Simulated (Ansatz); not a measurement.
# Residual resistivity of an alloy: Ta(100) with 4 layers of random Ta-Ti, 2x2, part 2 of 2

Aim: the residual resistivity of a random alloy, from Ta(100) with 4 layers of random Ta-Ti, 2x2 and longer regions.

Ansatz 0.2.0; Ansatz plane-wave DFT, PBE, PAW files; ballistic transport by layer matching (Landauer), zero bias; PAW set soft_1.

So far. Step 2 (With 4 alloy layers): Over the solved energies the transmission per spin lies between 8.24 and 8.43, out of 10.3 channels of the lead on average (up to 10.5).

## (3) With 8 alloy layers

System of this step: Ta(100) with 8 layers of random Ta-Ti, 2x2. The cell holds 72 atoms: 64 Ta and 8 Ti. Its edges and angles: a = 6.605 Å, b = 6.605 Å, c = 29.723 Å, α = 90.0°, β = 90.0°, γ = 90.0°. It derives from Ta. Regions: lead, 40 atoms (40 Ta); scattering region, 32 atoms (24 Ta and 8 Ti). The structure is stacked along c, and the current runs across the ab planes.

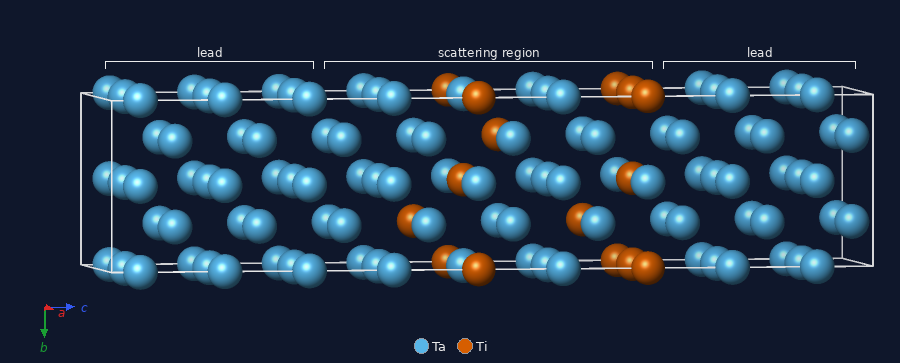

The cell of this step (tantalum blue, titanium orange). Some periodic images of atoms are drawn too.

The input, input.yaml:

```yaml
crystal:
  lattice:
    - [6.60512, 0.0, 0.0]
    - [0.0, 6.60512, 0.0]
    - [0.0, 0.0, 29.72304]
  atoms:
    - { symbol: Ta, position: [0.0, 0.0, 0.0277777778] }
    - { symbol: Ta, position: [0.0, 0.5, 0.0277777778] }
    - { symbol: Ta, position: [0.5, 0.0, 0.0277777778] }
    - { symbol: Ta, position: [0.5, 0.5, 0.0277777778] }
    - { symbol: Ta, position: [0.25, 0.25, 0.0833333333] }
    - { symbol: Ta, position: [0.25, 0.75, 0.0833333333] }
    - { symbol: Ta, position: [0.75, 0.25, 0.0833333333] }
    - { symbol: Ta, position: [0.75, 0.75, 0.0833333333] }
    - { symbol: Ta, position: [0.0, 0.0, 0.1388888889] }
    - { symbol: Ta, position: [0.0, 0.5, 0.1388888889] }
    - { symbol: Ta, position: [0.5, 0.0, 0.1388888889] }
    - { symbol: Ta, position: [0.5, 0.5, 0.1388888889] }
    - { symbol: Ta, position: [0.25, 0.25, 0.1944444444] }
    - { symbol: Ta, position: [0.25, 0.75, 0.1944444444] }
    - { symbol: Ta, position: [0.75, 0.25, 0.1944444444] }
    - { symbol: Ta, position: [0.75, 0.75, 0.1944444444] }
    - { symbol: Ta, position: [0.0, 0.0, 0.25] }
    - { symbol: Ta, position: [0.0, 0.5, 0.25] }
    - { symbol: Ta, position: [0.5, 0.0, 0.25] }
    - { symbol: Ta, position: [0.5, 0.5, 0.25] }
    - { symbol: Ta, position: [0.25, 0.25, 0.3055555556] }
    - { symbol: Ta, position: [0.25, 0.75, 0.3055555556] }
    - { symbol: Ta, position: [0.75, 0.25, 0.3055555556] }
    - { symbol: Ta, position: [0.75, 0.75, 0.3055555556] }
    - { symbol: Ta, position: [0.0, 0.0, 0.3611111111] }
    - { symbol: Ta, position: [0.0, 0.5, 0.3611111111] }
    - { symbol: Ta, position: [0.5, 0.0, 0.3611111111] }
    - { symbol: Ta, position: [0.5, 0.5, 0.3611111111] }
    - { symbol: Ta, position: [0.25, 0.25, 0.4166666667] }
    - { symbol: Ti, position: [0.25, 0.75, 0.4166666667] }
    - { symbol: Ta, position: [0.75, 0.25, 0.4166666667] }
    - { symbol: Ta, position: [0.75, 0.75, 0.4166666667] }
    - { symbol: Ti, position: [0.0, 0.0, 0.4722222222] }
    - { symbol: Ta, position: [0.0, 0.5, 0.4722222222] }
    - { symbol: Ta, position: [0.5, 0.0, 0.4722222222] }
    - { symbol: Ti, position: [0.5, 0.5, 0.4722222222] }
    - { symbol: Ti, position: [0.25, 0.25, 0.5277777778] }
    - { symbol: Ta, position: [0.25, 0.75, 0.5277777778] }
    - { symbol: Ta, position: [0.75, 0.25, 0.5277777778] }
    - { symbol: Ta, position: [0.75, 0.75, 0.5277777778] }
    - { symbol: Ta, position: [0.0, 0.0, 0.5833333333] }
    - { symbol: Ta, position: [0.0, 0.5, 0.5833333333] }
    - { symbol: Ta, position: [0.5, 0.0, 0.5833333333] }
    - { symbol: Ta, position: [0.5, 0.5, 0.5833333333] }
    - { symbol: Ta, position: [0.25, 0.25, 0.6388888889] }
    - { symbol: Ti, position: [0.25, 0.75, 0.6388888889] }
    - { symbol: Ta, position: [0.75, 0.25, 0.6388888889] }
    - { symbol: Ta, position: [0.75, 0.75, 0.6388888889] }
    - { symbol: Ti, position: [0.0, 0.0, 0.6944444444] }
    - { symbol: Ta, position: [0.0, 0.5, 0.6944444444] }
    - { symbol: Ti, position: [0.5, 0.0, 0.6944444444] }
    - { symbol: Ti, position: [0.5, 0.5, 0.6944444444] }
    - { symbol: Ta, position: [0.25, 0.25, 0.75] }
    - { symbol: Ta, position: [0.25, 0.75, 0.75] }
    - { symbol: Ta, position: [0.75, 0.25, 0.75] }
    - { symbol: Ta, position: [0.75, 0.75, 0.75] }
    - { symbol: Ta, position: [0.0, 0.0, 0.8055555556] }
    - { symbol: Ta, position: [0.0, 0.5, 0.8055555556] }
    - { symbol: Ta, position: [0.5, 0.0, 0.8055555556] }
    - { symbol: Ta, position: [0.5, 0.5, 0.8055555556] }
    - { symbol: Ta, position: [0.25, 0.25, 0.8611111111] }
    - { symbol: Ta, position: [0.25, 0.75, 0.8611111111] }
    - { symbol: Ta, position: [0.75, 0.25, 0.8611111111] }
    - { symbol: Ta, position: [0.75, 0.75, 0.8611111111] }
    - { symbol: Ta, position: [0.0, 0.0, 0.9166666667] }
    - { symbol: Ta, position: [0.0, 0.5, 0.9166666667] }
    - { symbol: Ta, position: [0.5, 0.0, 0.9166666667] }
    - { symbol: Ta, position: [0.5, 0.5, 0.9166666667] }
    - { symbol: Ta, position: [0.25, 0.25, 0.9722222222] }
    - { symbol: Ta, position: [0.25, 0.75, 0.9722222222] }
    - { symbol: Ta, position: [0.75, 0.25, 0.9722222222] }
    - { symbol: Ta, position: [0.75, 0.75, 0.9722222222] }
kpoints:
  mp_grid: { grid: [4, 4, 1] }
hamiltonian:
  xc: pbe
  pseudopotentials: { kind: paw, azcp: { folder: soft_1 } }
scf:
  occupations: { method: fermi_dirac, width: 0.1 }
output:
  transmission: { leads: [[0, 4]], kmesh: [8, 8], e_range: [-0.05, 0.05], de: 0.05 }
  write_potential: true
  write_density: true
  volumetric_format: npy
```

Run with:

```console
> ansatz run input.yaml --threads 4 --pin off --max-ram 15360MiB --backend cpu --events-out ev --progress --plain --runs-dir out
```

Numbers of over 12 decimals in the logs are rounded to 6 here.

The program printed:

```text
[...]
Crystal: 72 atoms, lattice volume = 1296.745 Å³
Basis set: ecut = 420 eV, 25307 PW (Γ)
Bands: 557, of which v1, the nominal top of the filled ones, is band 464 counted from 1 (463 counted from 0)
Symmetry: 1 space group operations
[...]
k-points: 10 of 16 (time reversal used)
[...]
SCF iter   1: F=—  HF=-655745.403992 eV  |F-HF|=—  |Δ(HF+E_count)|=         —  Δρ=6.28e-2  dr2=3.01e3  ethr=3.10e-3  ⟨swp⟩=6.8  Hψ=22836  notcnv=0  defer=9
[...]
SCF iter  11: F=-655724.529293 eV  HF=-655724.529293 eV  |F-HF|=4.66e-10  |Δ(HF+E_count)|=  9.31e-10  Δρ=1.53e-7  dr2=5.12e-10  ethr=2.18e-12  ⟨swp⟩=1.0  Hψ=15099  notcnv=0
SCF 1 converged in 11 iterations: F = -655724.529293 eV  dr2 = 5.12e-10
[...]
transmission: 189 of 1836 steps passed
transmission: 369 of 1836 steps passed
[...]
transmission: 1836 of 1836 steps passed
SCF converged after 11 iterations
Free energy (F): -655724.529293 eV
[...]
Internal energy: -655721.132535 eV  (E = F + TS)
E sigma→0 (E₀):  -655722.830914 eV
Entropy (-TS):   -3.396758 eV (-47.177 meV/atom)
Fermi energy:    17.853683 eV
[...]
--- Band table (eV; the first three rows and the last of 10) ---
  k-point 0: bands = [... 460 lower, 18.4826, 18.4927, 18.5003, 18.5009, 18.5077, 18.5272, 18.5287, 18.5526, ... 89 higher]
  k-point 1: bands = [... 460 lower, 18.1484, 18.1544, 18.1708, 18.1778, 18.2110, 18.2230, 18.2363, 18.2631, ... 89 higher]
  k-point 2: bands = [... 460 lower, 17.6783, 17.7094, 17.7121, 17.7206, 17.7342, 17.7764, 17.8546, 17.8665, ... 89 higher]
  k-point 9: bands = [... 460 lower, 17.2268, 17.2299, 17.2414, 17.2599, 17.2927, 17.3420, 17.3476, 17.3618, ... 89 higher]
--- Transmission ---
  basis      : 377 plane waves across, 54 finite elements along
  points     : 34, standing for a mesh of 8 x 8
[...]
channels       : 1.048438e1 a spin
[...]
junction   : crystal 0 to crystal 0, 2.35 to 30.42 Å
    transmission   : 7.150804e0 a spin
[...]
```

It took 21 min on 4 threads of Arm Neoverse V2, shared host; peak memory 8.3 GiB.

This step gave:

```
free energy                                   : -655724.5293 eV
energy at zero smearing                       : -655722.8309 eV
Fermi energy                                  : 17.85 eV
transmission per spin nearest the Fermi level : 7.151
step of the lead's potential                  : 2.7 meV
```

Per spin. The transmission, zone mean by energy, zero at the Fermi level:

| energy (eV) | transmission, zone mean |
| --- | --- |
| -0.0500 | 6.90 |
| 0.0000 | 7.15 |
| 0.0500 | 7.04 |

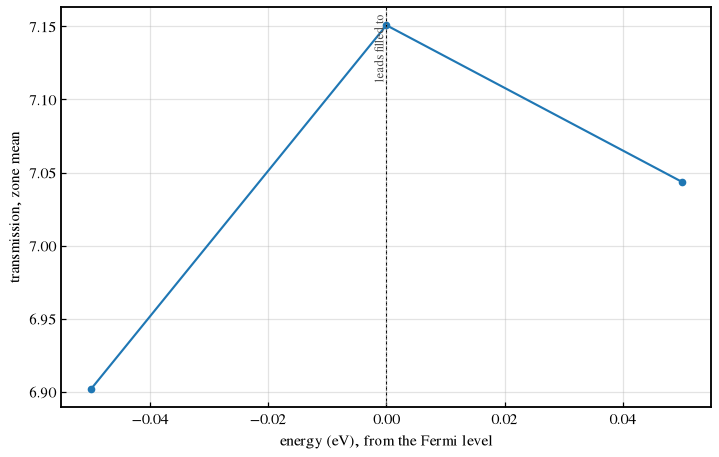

Transmission, zone mean against energy.

Over the solved energies the transmission per spin lies between 6.90 and 7.15, out of 10.2 channels of the lead on average (up to 10.5).

## (4) With 12 alloy layers

System of this step: Ta(100) with 12 layers of random Ta-Ti, 2x2. The cell holds 88 atoms: 76 Ta and 12 Ti. Cell: a = 6.605 Å, b = 6.605 Å, c = 36.328 Å, α = 90.0°, β = 90.0°, γ = 90.0°. It derives from Ta. Regions: lead, 40 atoms (40 Ta); scattering region, 48 atoms (36 Ta and 12 Ti). The structure is stacked along c, and the current runs across the ab planes.

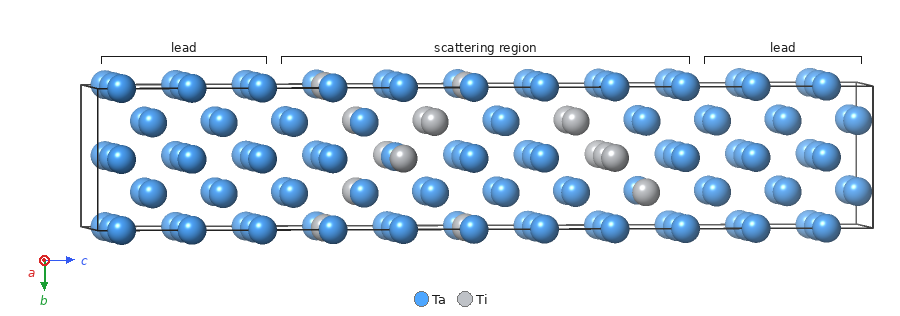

The cell of this step (tantalum blue, titanium light grey). Some periodic images of atoms are drawn too.

The input, input.yaml:

```yaml
crystal:
  lattice:
    - [6.60512, 0.0, 0.0]
    - [0.0, 6.60512, 0.0]
    - [0.0, 0.0, 36.32816]
  atoms:
    - { symbol: Ta, position: [0.0, 0.0, 0.0227272727] }
    - { symbol: Ta, position: [0.0, 0.5, 0.0227272727] }
    - { symbol: Ta, position: [0.5, 0.0, 0.0227272727] }
    - { symbol: Ta, position: [0.5, 0.5, 0.0227272727] }
    - { symbol: Ta, position: [0.25, 0.25, 0.0681818182] }
    - { symbol: Ta, position: [0.25, 0.75, 0.0681818182] }
    - { symbol: Ta, position: [0.75, 0.25, 0.0681818182] }
    - { symbol: Ta, position: [0.75, 0.75, 0.0681818182] }
    - { symbol: Ta, position: [0.0, 0.0, 0.1136363636] }
    - { symbol: Ta, position: [0.0, 0.5, 0.1136363636] }
    - { symbol: Ta, position: [0.5, 0.0, 0.1136363636] }
    - { symbol: Ta, position: [0.5, 0.5, 0.1136363636] }
    - { symbol: Ta, position: [0.25, 0.25, 0.1590909091] }
    - { symbol: Ta, position: [0.25, 0.75, 0.1590909091] }
    - { symbol: Ta, position: [0.75, 0.25, 0.1590909091] }
    - { symbol: Ta, position: [0.75, 0.75, 0.1590909091] }
    - { symbol: Ta, position: [0.0, 0.0, 0.2045454545] }
    - { symbol: Ta, position: [0.0, 0.5, 0.2045454545] }
    - { symbol: Ta, position: [0.5, 0.0, 0.2045454545] }
    - { symbol: Ta, position: [0.5, 0.5, 0.2045454545] }
    - { symbol: Ta, position: [0.25, 0.25, 0.25] }
    - { symbol: Ta, position: [0.25, 0.75, 0.25] }
    - { symbol: Ta, position: [0.75, 0.25, 0.25] }
    - { symbol: Ta, position: [0.75, 0.75, 0.25] }
    - { symbol: Ta, position: [0.0, 0.0, 0.2954545455] }
    - { symbol: Ta, position: [0.0, 0.5, 0.2954545455] }
    - { symbol: Ti, position: [0.5, 0.0, 0.2954545455] }
    - { symbol: Ta, position: [0.5, 0.5, 0.2954545455] }
    - { symbol: Ti, position: [0.25, 0.25, 0.3409090909] }
    - { symbol: Ti, position: [0.25, 0.75, 0.3409090909] }
    - { symbol: Ta, position: [0.75, 0.25, 0.3409090909] }
    - { symbol: Ta, position: [0.75, 0.75, 0.3409090909] }
    - { symbol: Ta, position: [0.0, 0.0, 0.3863636364] }
    - { symbol: Ti, position: [0.0, 0.5, 0.3863636364] }
    - { symbol: Ta, position: [0.5, 0.0, 0.3863636364] }
    - { symbol: Ta, position: [0.5, 0.5, 0.3863636364] }
    - { symbol: Ti, position: [0.25, 0.25, 0.4318181818] }
    - { symbol: Ta, position: [0.25, 0.75, 0.4318181818] }
    - { symbol: Ti, position: [0.75, 0.25, 0.4318181818] }
    - { symbol: Ta, position: [0.75, 0.75, 0.4318181818] }
    - { symbol: Ta, position: [0.0, 0.0, 0.4772727273] }
    - { symbol: Ta, position: [0.0, 0.5, 0.4772727273] }
    - { symbol: Ti, position: [0.5, 0.0, 0.4772727273] }
    - { symbol: Ta, position: [0.5, 0.5, 0.4772727273] }
    - { symbol: Ta, position: [0.25, 0.25, 0.5227272727] }
    - { symbol: Ta, position: [0.25, 0.75, 0.5227272727] }
    - { symbol: Ta, position: [0.75, 0.25, 0.5227272727] }
    - { symbol: Ta, position: [0.75, 0.75, 0.5227272727] }
    - { symbol: Ta, position: [0.0, 0.0, 0.5681818182] }
    - { symbol: Ta, position: [0.0, 0.5, 0.5681818182] }
    - { symbol: Ta, position: [0.5, 0.0, 0.5681818182] }
    - { symbol: Ta, position: [0.5, 0.5, 0.5681818182] }
    - { symbol: Ti, position: [0.25, 0.25, 0.6136363636] }
    - { symbol: Ta, position: [0.25, 0.75, 0.6136363636] }
    - { symbol: Ti, position: [0.75, 0.25, 0.6136363636] }
    - { symbol: Ta, position: [0.75, 0.75, 0.6136363636] }
    - { symbol: Ta, position: [0.0, 0.0, 0.6590909091] }
    - { symbol: Ti, position: [0.0, 0.5, 0.6590909091] }
    - { symbol: Ta, position: [0.5, 0.0, 0.6590909091] }
    - { symbol: Ti, position: [0.5, 0.5, 0.6590909091] }
    - { symbol: Ta, position: [0.25, 0.25, 0.7045454545] }
    - { symbol: Ta, position: [0.25, 0.75, 0.7045454545] }
    - { symbol: Ta, position: [0.75, 0.25, 0.7045454545] }
    - { symbol: Ti, position: [0.75, 0.75, 0.7045454545] }
    - { symbol: Ta, position: [0.0, 0.0, 0.75] }
    - { symbol: Ta, position: [0.0, 0.5, 0.75] }
    - { symbol: Ta, position: [0.5, 0.0, 0.75] }
    - { symbol: Ta, position: [0.5, 0.5, 0.75] }
    - { symbol: Ta, position: [0.25, 0.25, 0.7954545455] }
    - { symbol: Ta, position: [0.25, 0.75, 0.7954545455] }
    - { symbol: Ta, position: [0.75, 0.25, 0.7954545455] }
    - { symbol: Ta, position: [0.75, 0.75, 0.7954545455] }
    - { symbol: Ta, position: [0.0, 0.0, 0.8409090909] }
    - { symbol: Ta, position: [0.0, 0.5, 0.8409090909] }
    - { symbol: Ta, position: [0.5, 0.0, 0.8409090909] }
    - { symbol: Ta, position: [0.5, 0.5, 0.8409090909] }
    - { symbol: Ta, position: [0.25, 0.25, 0.8863636364] }
    - { symbol: Ta, position: [0.25, 0.75, 0.8863636364] }
    - { symbol: Ta, position: [0.75, 0.25, 0.8863636364] }
    - { symbol: Ta, position: [0.75, 0.75, 0.8863636364] }
    - { symbol: Ta, position: [0.0, 0.0, 0.9318181818] }
    - { symbol: Ta, position: [0.0, 0.5, 0.9318181818] }
    - { symbol: Ta, position: [0.5, 0.0, 0.9318181818] }
    - { symbol: Ta, position: [0.5, 0.5, 0.9318181818] }
    - { symbol: Ta, position: [0.25, 0.25, 0.9772727273] }
    - { symbol: Ta, position: [0.25, 0.75, 0.9772727273] }
    - { symbol: Ta, position: [0.75, 0.25, 0.9772727273] }
    - { symbol: Ta, position: [0.75, 0.75, 0.9772727273] }
kpoints:
  mp_grid: { grid: [4, 4, 1] }
hamiltonian:
  xc: pbe
  pseudopotentials: { kind: paw, azcp: { folder: soft_1 } }
scf:
  occupations: { method: fermi_dirac, width: 0.1 }
output:
  transmission: { leads: [[0, 4]], kmesh: [8, 8], e_range: [-0.05, 0.05], de: 0.05 }
  write_potential: true
  write_density: true
  volumetric_format: npy
```

The program printed:

```text
[...]
Crystal: 88 atoms, lattice volume = 1584.911 Å³
Basis set: ecut = 420 eV, 30897 PW (Γ)
Bands: 680, of which v1, the nominal top of the filled ones, is band 566 counted from 1 (565 counted from 0)
Symmetry: 1 space group operations
[...]
k-points: 10 of 16 (time reversal used)
[...]
SCF iter   1: F=—  HF=-784965.964438 eV  |F-HF|=—  |Δ(HF+E_count)|=         —  Δρ=7.35e-2  dr2=1.01e4  ethr=3.10e-3  ⟨swp⟩=6.9  Hψ=27902  notcnv=0  defer=4
[...]
SCF iter  12: F=-784921.889968 eV  HF=-784921.889968 eV  |F-HF|=6.98e-10  |Δ(HF+E_count)|=  4.66e-10  Δρ=7.77e-8  dr2=3.83e-10  ethr=7.45e-12  ⟨swp⟩=1.0  Hψ=13594  notcnv=0
SCF 1 converged in 12 iterations: F = -784921.889968 eV  dr2 = 3.83e-10
[...]
transmission: 228 of 2278 steps passed
transmission: 456 of 2278 steps passed
[...]
transmission: 2278 of 2278 steps passed
SCF converged after 12 iterations
Free energy (F): -784921.889968 eV
[...]
Internal energy: -784917.689893 eV  (E = F + TS)
E sigma→0 (E₀):  -784919.789930 eV
Entropy (-TS):   -4.200075 eV (-47.728 meV/atom)
Fermi energy:    17.699439 eV
[...]
--- Band table (eV; the first three rows and the last of 10) ---
  k-point 0: bands = [... 562 lower, 18.3800, 18.3947, 18.4010, 18.4021, 18.4056, 18.4273, 18.4281, 18.4297, ... 110 higher]
  k-point 1: bands = [... 562 lower, 18.0152, 18.0196, 18.0280, 18.0304, 18.0548, 18.0623, 18.0663, 18.0729, ... 110 higher]
  k-point 2: bands = [... 562 lower, 17.5679, 17.5789, 17.5920, 17.6133, 17.6277, 17.6391, 17.6484, 17.6616, ... 110 higher]
  k-point 9: bands = [... 562 lower, 17.0830, 17.0936, 17.0968, 17.1017, 17.1102, 17.1158, 17.1288, 17.1351, ... 110 higher]
--- Transmission ---
  basis      : 377 plane waves across, 67 finite elements along
  points     : 34, standing for a mesh of 8 x 8
[...]
channels       : 1.048438e1 a spin
[...]
junction   : crystal 0 to crystal 0, 0.70 to 35.37 Å
    transmission   : 6.506171e0 a spin
[...]
```

It took 31 min on 4 threads; peak memory 8.7 GiB; 1.8 h of CPU time.

Numbers from this step:

```
free energy                                   : -784921.8900 eV
energy at zero smearing                       : -784919.7899 eV
Fermi energy                                  : 17.70 eV
transmission per spin nearest the Fermi level : 6.506
step of the lead's potential                  : 1.3 meV
```

Per spin. Table of transmission, zone mean by energy, zero at the Fermi level:

| energy (eV) | transmission, zone mean |
| --- | --- |
| -0.0500 | 6.25 |
| 0.0000 | 6.51 |
| 0.0500 | 6.48 |

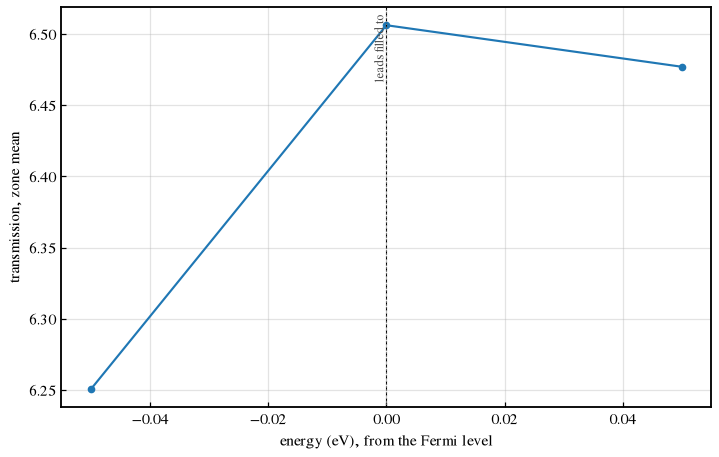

Transmission, zone mean against energy.

Over the solved energies the transmission per spin lies between 6.25 and 6.51, out of 10.2 channels of the lead on average (up to 10.5).

## (5) Resistance against length

This step: Ansatz plane-wave DFT, PBE, PAW files; ballistic transport by layer matching (Landauer), zero bias; residual resistivity from the slope of the area resistance, atoms on the host's lattice; PAW set soft_1 (Ansatz 0.2.0).

Numbers from this step:

```yaml
resistivity: 14.92 µΩ cm
intercept: 0.03830 fΩ m²
scatter_about_the_fit: 0.009907 fΩ m²
```

Resistance, by row:

| run | length (Å) | T | channels N | RA (fΩ m²) |
| --- | --- | --- | --- | --- |
| n4 | 6.605 | 8.348 | 10.34 | 0.1298 |
| n8 | 13.21 | 7.032 | 10.21 | 0.2494 |
| n12 | 19.82 | 6.411 | 10.21 | 0.327 |

Table of area resistance by length of the alloy:

| length of the alloy (Å) | area resistance (fΩ m²) |
| --- | --- |
| 6.61 | 0.130 |
| 13.21 | 0.249 |
| 19.82 | 0.327 |

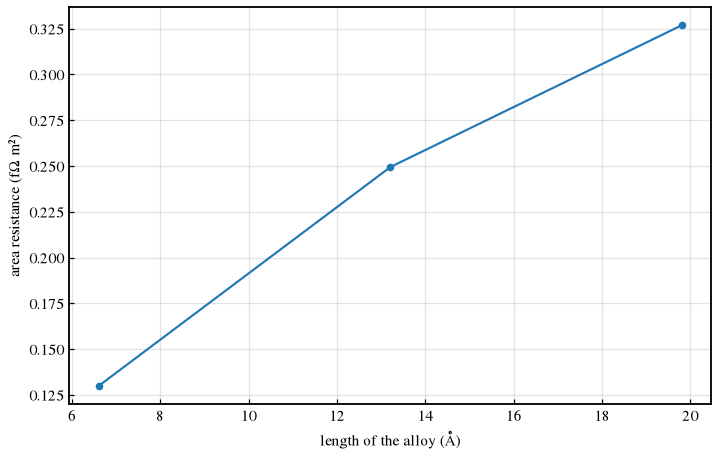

Area resistance against length of the alloy.

The area resistance goes from 0.13 to 0.33 fΩ m² between 6.6 and 19.8 Å, a slope of 15 µΩ cm.

By hand from the end points: (0.3270 − 0.1298) fΩ m² / (19.82 − 6.61) Å = 15 µΩ cm, since 1 fΩ m² per Å is 1000 µΩ cm.

## (6) Outcome

```json
{
  "resistivity from the slope": "14.9 µΩ cm",
  "area resistance over 6.61 Å": "0.130 fΩ m²",
  "area resistance over 13.2 Å": "0.249 fΩ m²",
  "area resistance over 19.8 Å": "0.327 fΩ m²"
}
```

What this shows: The slope gives 15 µΩ cm. The points scatter by 0.0099 fΩ m² about the line, with one random draw a length in a 2x2 cell, so the slope is a rough value. The lead's own channel count moves between the runs (10.3, 10.2 and 10.2), which shifts RA and the slope too. Read with a model of isotropic scattering on a spherical Fermi surface and the lead's 1.8×10¹⁵ S/m², this slope means a mean free path near 29 Å; over these lengths the model's slope is 1.06 times its bulk resistivity, which would be 14 µΩ cm. The atoms sit on the host's lattice, so scattering by size misfit is left out. Spin-orbit coupling is left out, which matters for Ta.

[Logs are printed without paths, hosts, clocks, repeated set-up lines and the standing remarks that a program may print on its own settings, such as how far it seeks lower states.]

[Hosts, paths, dates, database ids (printed as entryN), source tags and the programs' standing remarks are cut or masked in the printed files.]
